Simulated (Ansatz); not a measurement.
# Nickel, fcc: r²SCAN0 after r²SCAN

Aim: see what exact exchange does to the levels, and what it costs. Spin polarisation is left out, though the real metal is magnetic, so these are not its levels. The geometry was relaxed under r²SCAN beforehand and is kept. Exact exchange is dear, so the k-mesh is coarse, and r²SCAN is run on the same mesh for comparison.

Program: Ansatz 0.2.0. Level of theory: DFT, plane waves (500 eV) with PBE-made PAW files, scalar-relativistic; functionals as named at each step. These are calculated values, not measurements.

## (1) Starting point

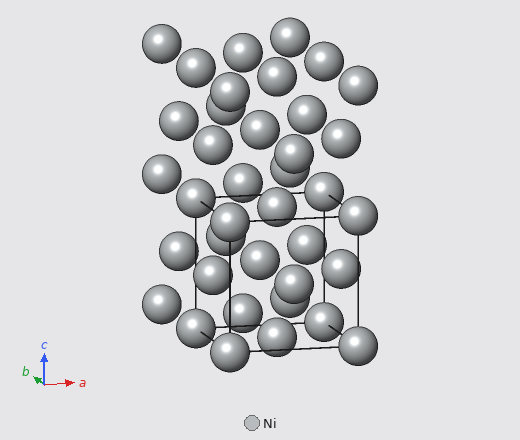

The structure, seen slightly off an axis (nickel light grey). 1×2×2 conventional cells are drawn; the run uses a primitive one. Any atoms on the faces are drawn again on the opposite ones.

Coordinates:

```xyz
1
Lattice="0.0000 1.7331 1.7331 1.7331 0.0000 1.7331 1.7331 1.7331 0.0000" Properties=species:S:1:pos:R:3 pbc="T T T"
Ni    0.0000    0.0000    0.0000
```

## (2) r²SCAN, coarse mesh

The run with r²SCAN.

Contents of input.yaml:

```yaml
crystal:
  lattice:
    - [0.0, 1.7330608602, 1.7330608602]
    - [1.7330608602, 0.0, 1.7330608602]
    - [1.7330608602, 1.7330608602, 0.0]
  atoms:
    - { symbol: Ni, position: [0.0, 0.0, 0.0] }
hamiltonian:
  xc: r2scan
  pseudopotentials:
    kind: paw
    azcp:
      Ni: "pseudopotentials/Ni.paw.azcp"
basis:
  ecutwfc: 500
  fft_grid_basis: typed
kpoints:
  mp_grid: { grid: [8, 8, 8], shift: [0, 0, 0] }
magnetization:
  spin_polarized: false
scf:
  occupations: { method: fermi_dirac, width: 0.1 }
```

Log (excerpt; [...] marks lines left out):

```text
Warning: RAYON_NUM_THREADS=4 ignored (pool sized by the plan → 4); use --threads N
[...]
Pseudopotentials: kind: paw
Pseudopotential: Ni, paw, valence charge 18, recommended cutoff 500 eV (meta_gga), <dir>
Functional definition: r2SCAN
[...]
Crystal: 1 atoms, lattice volume = 10.410 Å³
Basis set: ecut = 500 eV, 259 PW (Γ), exchange–correlation on 72×72×72 points (64 copies of the dense FFT grid, shifted against one another)
Bands: 13, of which v1, the nominal top of the filled ones, is band 9 counted from 1 (8 counted from 0)
Symmetry: 48 space group operations
Space group: Fm-3m (ITA 225), of the structure as read, at distance tolerance 2.2e-5 Å
k-points: 29 of 512
[...]
SCF iter   1: F=—  HF=-5845.137673 eV  |F-HF|=—  |Δ(HF+E_count)|=         —  Δρ=1.70e-2  dr2=1.62e-2  dr2_τ=3.19e-2  ethr=1.77e-3  ⟨swp⟩=5.2  Hψ=1989  notcnv=0
[...]
SCF iter   8: F=-5845.191681 eV  HF=-5845.191681 eV  |F-HF|=1.01e-8  |Δ(HF+E_count)|=   1.90e-8  Δρ=1.72e-5  dr2=1.82e-8  dr2_τ=1.17e-10  ethr=5.56e-10  ⟨swp⟩=3.4  Hψ=1016  notcnv=0
[...]
SCF converged after 8 iterations
Free energy (F): -5845.191681 eV
[...]
E sigma→0 (E₀):  -5845.144248 eV
Entropy (-TS):   -0.094866 eV (-94.866 meV/atom)
Fermi energy:    18.759834 eV
[...]
```

Wall time 0.39 s (4 threads of an x86-64 CPU, shared host); peak memory 0.4 GiB.

## (3) r²SCAN0, coarse mesh

The run with r²SCAN0.

input.yaml: that of step 2 with these lines changed.

```diff
@@ -8,3 +8,3 @@
 hamiltonian:
-  xc: r2scan
+  xc: r2scan0
   pseudopotentials:
```

Log (excerpt; [...] marks lines left out):

```text
Warning: RAYON_NUM_THREADS=4 ignored (pool sized by the plan → 4); use --threads N
[...]
[... 2 set-up lines as earlier in the session ...]
Functional definition: r2SCAN0
[...]
Crystal: 1 atoms, lattice volume = 10.410 Å³
Basis set: ecut = 500 eV, 259 PW (Γ), exchange–correlation on 72×72×72 points (64 copies of the dense FFT grid, shifted against one another)
Bands: 13, of which v1, the nominal top of the filled ones, is band 9 counted from 1 (8 counted from 0)
[... 2 set-up lines as earlier in the session ...]
k-points: 29 of 512
[...]
SCF iter   1: F=—  HF=-5845.137665 eV  |F-HF|=—  |Δ(HF+E_count)|=         —  Δρ=1.60e-2  dr2=1.44e-2  dr2_τ=3.21e-2  ethr=1.77e-3  ⟨swp⟩=7.1  Hψ=1744  notcnv=0
[...]
Frozen-core exchange: fock
[...]
hybrid outer 1: dexx = +3.557e-2 eV, tail = 5.56e-2 eV
[...]
hybrid outer 5: dexx = +5.262e-5 eV, tail = 1.40e-7 eV, Δε = 2.60e-2 eV (about 4.82e-3 eV left of the loop's levels)
hybrid SCF converged: 5 outer / 39 inner (+10 warm-up), last move |dexx| = 5.26e-5 eV, tail = 1.40e-7 eV
Stability not checked: this state was not tested for a lower state beside it, because the functional holds exact exchange (a hybrid, or Hartree-Fock), whose exchange loop this test does not read (fock_operator; see scf.lower_state_search)
Free energy (F): -5841.673128 eV
Frozen-core exchange: fock
[...]
E sigma→0 (E₀):  -5841.662293 eV
Entropy (-TS):   -0.021669 eV (-21.669 meV/atom)
Fermi energy:    18.013245 eV
[...]
--- Band table (eV; the first three rows and the last of 29) ---
  k-point 0: bands = ["-93.2401", "-50.8163", "-50.8163", "-50.8163", "7.6963", "15.1362", "15.1362", "15.1362", "15.8951", "15.8951", "44.6200"]
[...]
  guard bands above this table: 2 of the run's 13 bands. The solve was not asked for them (output.publish_guard_bands: true or output.eigenvalues: true publishes all)
```

Run time: 5.1 s. Hardware: 4 threads of an x86-64 CPU, shared host; peak memory 1 GiB.

## (4) The functionals compared

| functional | gap on the mesh | Fermi energy (eV) | SCF cycles | exchange loops | CPU time |
| --- | --- | --- | --- | --- | --- |
| r²SCAN | none (levels filled in part) | 18.760 | 8 | - | 0.72 s |
| r²SCAN0 | none (levels filled in part) | 18.013 | 49 | 5 | 16 s |

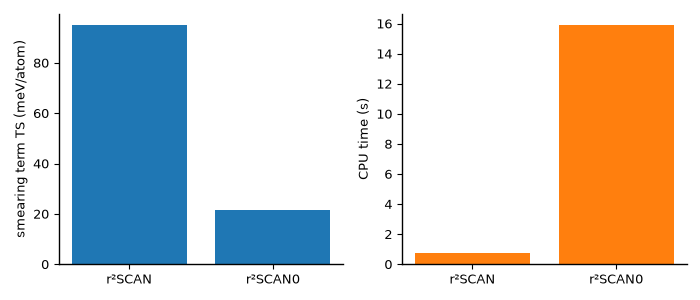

Smearing term and CPU time by functional.

## (5) What came out

| quantity | value |
| --- | --- |
| r²SCAN: gap | none (levels filled in part) |
| r²SCAN0: gap | none (levels filled in part) |
| r²SCAN0: SCF cycles, exchange loops | 49, 5 |
| r²SCAN0: CPU time over that of r²SCAN | 22 |

What this shows: Neither r²SCAN nor r²SCAN0 shows a clean gap on this mesh. The hybrid took 22 times as much CPU time as r²SCAN on the same settings. The exchange operator of r²SCAN0 was renewed in 5 outer loops. The cell taken over is 5 % smaller than the measured one (10.94 Å³/atom, COD). The total energies in the logs cannot be compared from one functional to another.
